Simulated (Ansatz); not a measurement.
## Run report: HfSi15 (charge +1), geometry relaxation (part 2 of 2)

HfSi15 (defect cell, 16 atoms in the cell, total charge +1); DFT PBE, scalar-relativistic, plane waves, PAW, spin-polarised (Ansatz 0.2.0); cutoff 420 eV, 2×2×2 k-mesh, Gaussian smearing of 0.01 eV, collinear spins. The structure derives from a Materials Project entry. It belongs to a series of runs on one base structure; here: Hf on a Si site (b), charge +1, atoms relaxed at the host's cell.

Geometry of the input (Å; fractional positions):
```
0.0000  5.4701  -5.4701
5.4701  5.4701  0.0000
5.4701  0.0000  -5.4701
Hf 0.3750  0.3750  0.3750
Si 0.3728  0.8772  0.3728
Si 0.8772  0.3728  0.3728
Si 0.8772  0.8772  0.3728
Si 0.3728  0.3728  0.8772
Si 0.3728  0.8772  0.8772
Si 0.8772  0.3728  0.8772
Si 0.8750  0.8750  0.8750
Si 0.5089  0.5089  -0.0268
Si 0.5012  -0.0004  -0.0004
Si 0.9996  0.5012  -0.0004
Si 0.9996  -0.0004  -0.0004
Si 0.5089  0.5089  0.5089
Si 0.5089  -0.0268  0.5089
Si 0.9732  0.5089  0.5089
Si 0.9996  -0.0004  0.5012
```

## Output, continued
```
--- Per-component energies (eV) ---
  E_band       = -188.910486
  E_kinetic    = 1022.022379
  E_local      = -9264.234634  (includes V_loc(G=0)·N_el)
  E_nonlocal   = -856.775871
  E_hartree    = 4240.153401
  E_xc         = -1118.602869
  E_vxc        = -955.192441  (∫ρ·V_xc dr)
  E_paw        = -14619.401651  (= ΣΔE_a)
  E_vpaw       = 1384.979719  (= ΣTr[D̂ρ^β])
  E_aug_tail   = 0.000088  (compensation charges beyond the density's cutoff)
  E_ewald      = -4664.970798
  E_smearing   = -0.001928  (= −TS)
  E_closure    = 0.000000  (closes the sum)
  E_deformation_potential = 13.393188  (in the stress; not in F)
  Σ components = -25261.811884   (vs F -25261.811884, Δ=0.00e0)
--- Forces (eV/Å), atoms counted from 1 ---
  atom   1  Hf     0.00000000     0.00000000    -0.00000000
  atom   2  Si     0.00000000     0.00000000    -0.00586315
  atom   3  Si     0.00586315     0.00000000     0.00000000
  atom   4  Si     0.00000000    -0.00586315     0.00000000
  atom   5  Si     0.00000000     0.00586315    -0.00000000
  atom   6  Si    -0.00586315     0.00000000     0.00000000
  atom   7  Si     0.00000000     0.00000000     0.00586315
  atom   8  Si     0.00000000     0.00000000     0.00000000
  atom   9  Si    -0.00933292     0.00933292     0.00933292
  atom  10  Si     0.00851481    -0.00851481     0.00851481
  atom  11  Si    -0.00851481    -0.00851481    -0.00851481
  atom  12  Si     0.00851481     0.00851481    -0.00851481
  atom  13  Si     0.00933292     0.00933292    -0.00933292
  atom  14  Si    -0.00933292    -0.00933292    -0.00933292
  atom  15  Si     0.00933292    -0.00933292     0.00933292
  atom  16  Si    -0.00851481     0.00851481     0.00851481
  max |Σ_I F_I| component: 4.61e-16 eV/Å
--- Charged-cell corrections in eV (Makov–Payne, q = +1.000 e, ε = 12.982) ---
  F (periodic)     = -25261.811884  (uncorrected; the corrections below are reported, never added to it)
  E_corr1          = +0.232419  (monopole, q²α_M/2εL)
  F Makov-Payne    = -25261.579465  (F + E_corr1; no measured alignment; for a localised charge, not one spread in a band: unchecked)
  no potential alignment in this run, which stands beside a crystal: run the host's input off ansatz write-host-input, and read the two finished runs by ansatz place-levels (neither reads a slab, a wire or a sheet, whose cell leaves a vacuum)
--- Band table (eV; the first three rows and the last of 6) ---
  k-point 0 ↑: bands = ["-55.1177", "-23.8208", "-23.8208", "-23.8208", "-5.0985", "-5.0985", "-5.0985", "-5.0850", "-5.0827", "-5.0827", "-5.0827", "-4.7779", "-2.6428", "-2.6428", "-2.6428", "-2.1716", "-0.8813", "-0.8813", "-0.7349", "-0.7349", "-0.7349", "-0.3318", "0.4470", "0.4470", "0.4470", "2.8234", "4.1969", "4.1969", "4.1969", "4.3953", "4.3953", "4.3953", "5.4602", "5.4602", "5.8292", "5.8292", "5.8292", "5.9578", "5.9578", "5.9578", "6.5909", "6.5909", "6.5909", "7.0811", "7.0811", "7.6258", "7.9718", "7.9718", "7.9718", "8.4459", "8.4459", "8.4459", "9.1648", "9.1648", "9.2510", "9.7563", "9.7563", "9.7563", "10.2730"]
  k-point 1 ↑: bands = ["-55.1177", "-23.8208", "-23.8208", "-23.8208", "-5.0989", "-5.0985", "-5.0985", "-5.0829", "-5.0829", "-5.0827", "-5.0780", "-4.1289", "-3.8988", "-2.2830", "-2.2706", "-2.2706", "-2.1634", "-2.1634", "-0.9151", "0.4488", "0.5492", "0.5492", "1.0214", "1.0214", "2.2976", "2.9962", "3.2658", "3.4051", "3.4051", "3.5094", "3.5094", "4.0261", "4.5894", "4.5894", "4.7581", "4.9153", "5.2796", "5.2796", "5.8708", "5.9804", "5.9804", "6.6164", "6.6164", "8.1845", "8.1845", "8.2545", "8.4137", "8.4882", "8.4882", "8.6503", "8.9848", "9.3257", "9.3257", "10.2346", "10.2346", "10.7633", "10.7633", "11.2531", "11.5654"]
  k-point 2 ↑: bands = ["-55.1177", "-23.8208", "-23.8208", "-23.8208", "-5.0990", "-5.0985", "-5.0985", "-5.0829", "-5.0828", "-5.0828", "-5.0773", "-3.8819", "-3.6324", "-3.0223", "-2.8505", "-2.8505", "-2.0540", "-0.7306", "-0.5564", "-0.5564", "0.4144", "1.4970", "1.5825", "1.5825", "2.4762", "3.0365", "3.1764", "3.1793", "3.1793", "3.1801", "3.2108", "3.6862", "3.6862", "4.4249", "4.8581", "4.8581", "5.2940", "5.2940", "5.3781", "5.3891", "5.5856", "6.9628", "6.9628", "8.0798", "8.1218", "8.3824", "8.7792", "9.0745", "9.2781", "9.2781", "9.5493", "9.5493", "9.6984", "9.7380", "11.3720", "11.4499", "11.4650", "11.4650", "11.6969"]
  k-point 2 ↓: bands = ["-55.0710", "-23.7564", "-23.7563", "-23.7563", "-5.0889", "-5.0884", "-5.0884", "-5.0682", "-5.0681", "-5.0681", "-5.0557", "-3.8581", "-3.6221", "-3.0002", "-2.8306", "-2.8306", "-2.0198", "-0.7186", "-0.5199", "-0.5199", "0.4486", "1.5177", "1.6153", "1.6153", "2.5086", "3.0569", "3.1880", "3.1880", "3.1896", "3.1985", "3.2166", "3.7083", "3.7083", "4.5573", "4.8888", "4.8888", "5.2995", "5.2995", "5.3961", "5.4809", "5.6075", "7.0938", "7.0938", "8.1106", "8.1591", "8.4263", "8.8073", "9.1264", "9.3043", "9.3043", "9.5971", "9.5971", "9.7190", "9.7415", "11.3820", "11.4573", "11.4808", "11.4808", "11.7154"]
--- Relaxed structure (4 steps of the walk, 4 accepted, 0 SCFs on fresh bases) ---
  F+E_penalty+E_count = -25261.81188380 eV   max|allowed force component| = 9.333e-3 eV/Å
  atoms:
    - { symbol: Hf, position: [0.37499999999999994, 0.37499999999999994, 0.37499999999999994] }
    - { symbol: Si, position: [0.37016321888112613, 0.8798367811188739, 0.37016321888112613] }
    - { symbol: Si, position: [0.8798367811188739, 0.37016321888112613, 0.37016321888112613] }
    - { symbol: Si, position: [0.8798367811188739, 0.8798367811188739, 0.37016321888112613] }
    - { symbol: Si, position: [0.37016321888112613, 0.37016321888112613, 0.8798367811188739] }
    - { symbol: Si, position: [0.37016321888112613, 0.8798367811188739, 0.8798367811188739] }
    - { symbol: Si, position: [0.8798367811188739, 0.37016321888112613, 0.8798367811188739] }
    - { symbol: Si, position: [0.875, 0.875, 0.875] }
    - { symbol: Si, position: [0.5115077756125292, 0.5115077756125292, -0.03452332683758752] }
    - { symbol: Si, position: [0.5037693555949435, -0.001256451864981134, -0.001256451864981134] }
    - { symbol: Si, position: [0.9987435481350189, 0.5037693555949436, -0.001256451864981134] }
    - { symbol: Si, position: [0.9987435481350189, -0.001256451864981134, -0.001256451864981134] }
    - { symbol: Si, position: [0.5115077756125292, 0.5115077756125292, 0.5115077756125292] }
    - { symbol: Si, position: [0.5115077756125292, -0.03452332683758752, 0.5115077756125292] }
    - { symbol: Si, position: [0.9654766731624127, 0.5115077756125292, 0.5115077756125292] }
    - { symbol: Si, position: [0.9987435481350189, -0.001256451864981245, 0.5037693555949436] }
--- Löwdin populations: 16 sites ---
  site symbol       q [e]    m [muB]
     0     Hf     25.2930     0.1194
     1     Si      3.9042     0.0031
     2     Si      3.9042     0.0031
     3     Si      3.9042     0.0031
     4     Si      3.9042     0.0031
     5     Si      3.9042     0.0031
     6     Si      3.9042     0.0031
     7     Si      3.9065    -0.0008
     8     Si      4.0432     0.0836
     9     Si      3.8975     0.0041
    10     Si      3.8975     0.0041
    11     Si      3.8975     0.0041
    12     Si      4.0432     0.0836
    13     Si      4.0432     0.0836
    14     Si      4.0432     0.0836
    15     Si      3.8975     0.0041
  spilling = 0.007209 (of n_electrons = 85.000000)
```

## File populations.tsv
```
# site	symbol	l	j	q_up	q_dn
# orbitals = lowdin
# n_electrons = 85.000000
# spilling = 0.007209
0	Hf	0_5S	-	0.978989	0.978914
0	Hf	0_6S	-	0.349015	0.349431
0	Hf	1_5P	-	2.983658	2.980809
0	Hf	2_5D	-	1.396237	1.279404
0	Hf	3_4F	-	6.998297	6.998270
1	Si	0_3S	-	0.579820	0.580505
1	Si	1_3P	-	1.373802	1.370042
2	Si	0_3S	-	0.579820	0.580505
2	Si	1_3P	-	1.373802	1.370042
3	Si	0_3S	-	0.579820	0.580505
3	Si	1_3P	-	1.373802	1.370042
4	Si	0_3S	-	0.579820	0.580505
4	Si	1_3P	-	1.373802	1.370042
5	Si	0_3S	-	0.579820	0.580505
5	Si	1_3P	-	1.373802	1.370042
6	Si	0_3S	-	0.579820	0.580505
6	Si	1_3P	-	1.373802	1.370042
7	Si	0_3S	-	0.574427	0.574600
7	Si	1_3P	-	1.378426	1.379062
8	Si	0_3S	-	0.608573	0.607433
8	Si	1_3P	-	1.454813	1.372333
9	Si	0_3S	-	0.580705	0.580672
9	Si	1_3P	-	1.370123	1.366029
10	Si	0_3S	-	0.580705	0.580672
10	Si	1_3P	-	1.370123	1.366029
11	Si	0_3S	-	0.580705	0.580672
11	Si	1_3P	-	1.370123	1.366029
12	Si	0_3S	-	0.608573	0.607433
12	Si	1_3P	-	1.454813	1.372333
13	Si	0_3S	-	0.608573	0.607433
13	Si	1_3P	-	1.454813	1.372333
14	Si	0_3S	-	0.608573	0.607433
14	Si	1_3P	-	1.454813	1.372333
15	Si	0_3S	-	0.580705	0.580672
15	Si	1_3P	-	1.370123	1.366029
```

## Trajectory as extended XYZ (Å, eV, eV/Å), 4 frames, from step=1 to step=4
```
16
Lattice="0.0000 5.4701 -5.4701 5.4701 5.4701 0.0000 5.4701 0.0000 -5.4701" Properties=species:S:1:pos:R:3:forces:R:3 step=1 energy=-25261.71062
Hf    4.1026    4.1026   -4.1026    0.0000   0.0000   0.0000
Si    6.8376    6.8376   -4.0789    0.0000   0.0000   0.3839
Si    4.0789    6.8376   -6.8376   -0.3839   0.0000   0.0000
Si    6.8376    9.5964   -6.8376    0.0000   0.3839   0.0000
Si    6.8376    4.0789   -6.8376    0.0000  -0.3839   0.0000
Si    9.5964    6.8376   -6.8376    0.3839   0.0000   0.0000
Si    6.8376    6.8376   -9.5964    0.0000   0.0000  -0.3839
Si    9.5727    9.5727   -9.5727    0.0000   0.0000   0.0000
Si    2.6372    5.5679   -2.6372   -0.3675   0.3675   0.3675
Si   -0.0045    2.7395   -2.7395   -0.1127   0.1127  -0.1127
Si    2.7395    8.2096   -5.4656    0.1127   0.1127   0.1127
Si   -0.0045    5.4656   -5.4656   -0.1127  -0.1127   0.1127
Si    5.5679    5.5679   -5.5679    0.3675   0.3675  -0.3675
Si    2.6372    2.6372   -5.5679   -0.3675  -0.3675  -0.3675
Si    5.5679    8.1073   -8.1073    0.3675  -0.3675   0.3675
Si    2.7395    5.4656   -8.2096    0.1127  -0.1127  -0.1127
16
Lattice="0.0000 5.4701 -5.4701 5.4701 5.4701 0.0000 5.4701 0.0000 -5.4701" Properties=species:S:1:pos:R:3:forces:R:3 step=2 energy=-25261.79988
Hf    4.1026    4.1026   -4.1026    0.0000   0.0000   0.0000
Si    6.8376    6.8376   -4.0478    0.0000   0.0000  -0.0018
Si    4.0478    6.8376   -6.8376    0.0018   0.0000   0.0000
Si    6.8376    9.6274   -6.8376    0.0000  -0.0018   0.0000
Si    6.8376    4.0478   -6.8376    0.0000   0.0018   0.0000
Si    9.6274    6.8376   -6.8376   -0.0018   0.0000   0.0000
Si    6.8376    6.8376   -9.6274    0.0000   0.0000   0.0018
Si    9.5727    9.5727   -9.5727    0.0000   0.0000   0.0000
Si    2.5961    5.6091   -2.5961    0.1565  -0.1565  -0.1565
Si   -0.0152    2.7503   -2.7503    0.0238  -0.0238   0.0238
Si    2.7503    8.2204   -5.4549   -0.0238  -0.0238  -0.0238
Si   -0.0152    5.4549   -5.4549    0.0238   0.0238  -0.0238
Si    5.6091    5.6091   -5.6091   -0.1565  -0.1565   0.1565
Si    2.5961    2.5961   -5.6091    0.1565   0.1565   0.1565
Si    5.6091    8.0662   -8.0662   -0.1565   0.1565  -0.1565
Si    2.7503    5.4549   -8.2204   -0.0238   0.0238   0.0238
16
Lattice="0.0000 5.4701 -5.4701 5.4701 5.4701 0.0000 5.4701 0.0000 -5.4701" Properties=species:S:1:pos:R:3:forces:R:3 step=3 energy=-25261.81188
Hf    4.1026    4.1026   -4.1026    0.0000   0.0000   0.0000
Si    6.8376    6.8376   -4.0497    0.0000   0.0000  -0.0059
Si    4.0497    6.8376   -6.8376    0.0059   0.0000   0.0000
Si    6.8376    9.6256   -6.8376    0.0000  -0.0059   0.0000
Si    6.8376    4.0497   -6.8376    0.0000   0.0059   0.0000
Si    9.6256    6.8376   -6.8376   -0.0059   0.0000   0.0000
Si    6.8376    6.8376   -9.6256    0.0000   0.0000   0.0059
Si    9.5727    9.5727   -9.5727    0.0000   0.0000   0.0000
Si    2.6092    5.5960   -2.6092   -0.0093   0.0093   0.0093
Si   -0.0137    2.7488   -2.7488    0.0085  -0.0085   0.0085
Si    2.7488    8.2189   -5.4563   -0.0085  -0.0085  -0.0085
Si   -0.0137    5.4563   -5.4563    0.0085   0.0085  -0.0085
Si    5.5960    5.5960   -5.5960    0.0093   0.0093  -0.0093
Si    2.6092    2.6092   -5.5960   -0.0093  -0.0093  -0.0093
Si    5.5960    8.0792   -8.0792    0.0093  -0.0093   0.0093
Si    2.7488    5.4563   -8.2189   -0.0085   0.0085   0.0085
16
Lattice="0.0000 5.4701 -5.4701 5.4701 5.4701 0.0000 5.4701 0.0000 -5.4701" Properties=species:S:1:pos:R:3:forces:R:3 step=4 energy=-25261.81188
Hf    4.1026    4.1026   -4.1026    0.0000   0.0000   0.0000
Si    6.8376    6.8376   -4.0497    0.0000   0.0000  -0.0059
Si    4.0497    6.8376   -6.8376    0.0059   0.0000   0.0000
Si    6.8376    9.6256   -6.8376    0.0000  -0.0059   0.0000
Si    6.8376    4.0497   -6.8376    0.0000   0.0059   0.0000
Si    9.6256    6.8376   -6.8376   -0.0059   0.0000   0.0000
Si    6.8376    6.8376   -9.6256    0.0000   0.0000   0.0059
Si    9.5727    9.5727   -9.5727    0.0000   0.0000   0.0000
Si    2.6092    5.5960   -2.6092   -0.0093   0.0093   0.0093
Si   -0.0137    2.7488   -2.7488    0.0085  -0.0085   0.0085
Si    2.7488    8.2189   -5.4563   -0.0085  -0.0085  -0.0085
Si   -0.0137    5.4563   -5.4563    0.0085   0.0085  -0.0085
Si    5.5960    5.5960   -5.5960    0.0093   0.0093  -0.0093
Si    2.6092    2.6092   -5.5960   -0.0093  -0.0093  -0.0093
Si    5.5960    8.0792   -8.0792    0.0093  -0.0093   0.0093
Si    2.7488    5.4563   -8.2189   -0.0085   0.0085   0.0085
```

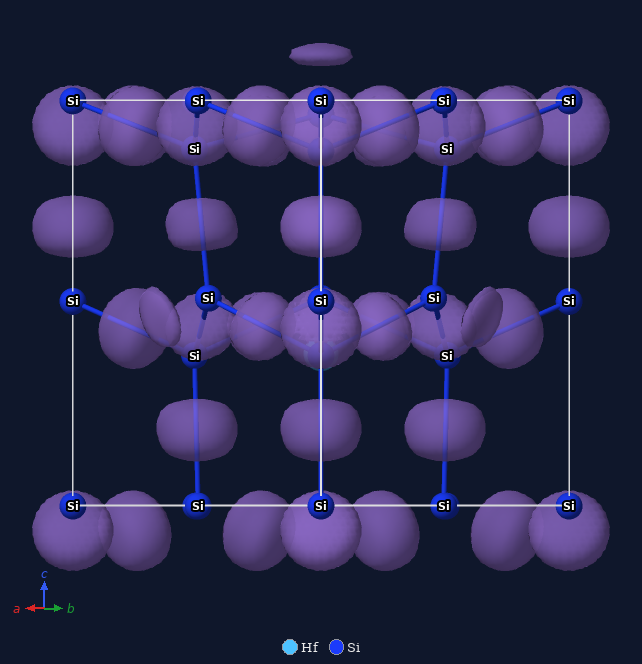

Isosurface of the electron localisation function at 0.85 (purple), seen along [110]. Only the valence region is drawn (cores and ρ < 0.01 e/Å³ removed). Sticks mark near contacts. The outline is the calculation cell. Profiles from the grid: Si–Si (2.34 Å): the ELF peaks at about 0.95 between the atoms (localised, shared-pair bonding). Hf–Si (2.59 Å): the ELF is about 0.60 at the midpoint. In a PAW calculation such maps are meaningful between the atoms, not at the nuclei.

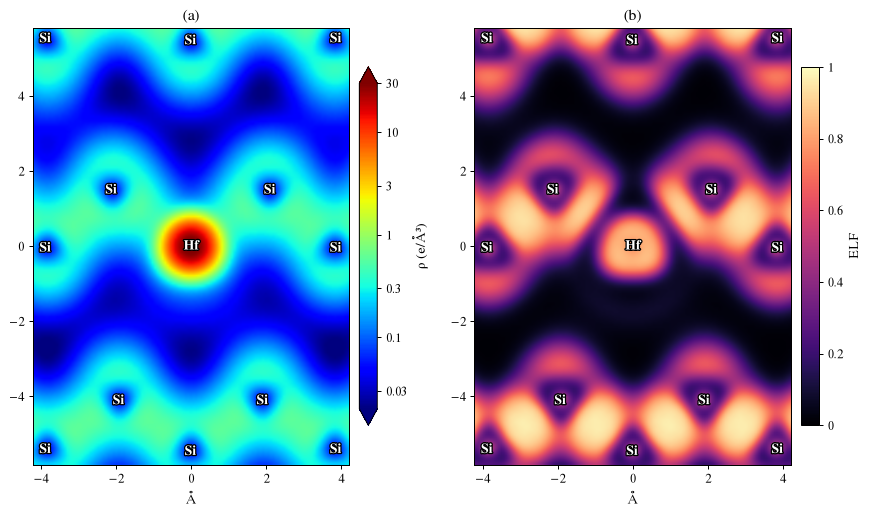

(a) valence charge density (pseudo); (b) ELF on the (011̄) plane of the calculation cell. The section cuts through Hf and Si sites. Si–Si (2.34 Å): ρ at the midpoint is about 0.55 e/Å³, a local maximum along the line; the ELF peaks at about 0.95 between the atoms, which marks a covalent bond. Hf–Si (2.59 Å): ρ is about 0.47 e/Å³ halfway; the ELF is about 0.60 at the midpoint. Away from the nuclei the density in this plane falls to 0.02 e/Å³ at its lowest. The strong features right at Hf lie inside the PAW spheres (semicore, d or f shells) and say nothing about bonding.

## Results in brief

```csv
quantity,value
outcome,converged
electrons treated,85
free energy,−25261.8119 eV
Fermi energy,6.966 eV
gap on the k-point mesh,none (metallic)
net moment of the cell,0.50 μB
integrated absolute moment,0.52 μB
final volume,327.35 Å³
largest force (length of the vector) at the end,0.016 eV/Å
wall time,11 s (CPU time 43 s)
peak memory,0.8 GiB
```

## Remarks

The cell is charged and computed with a neutralising background, so its energy and pressure depend on the cell and aren't those of a real crystal. Spin–orbit coupling is left out, which matters for Hf. The k-point mesh is coarse for a cell of this size, so the results may not be converged.
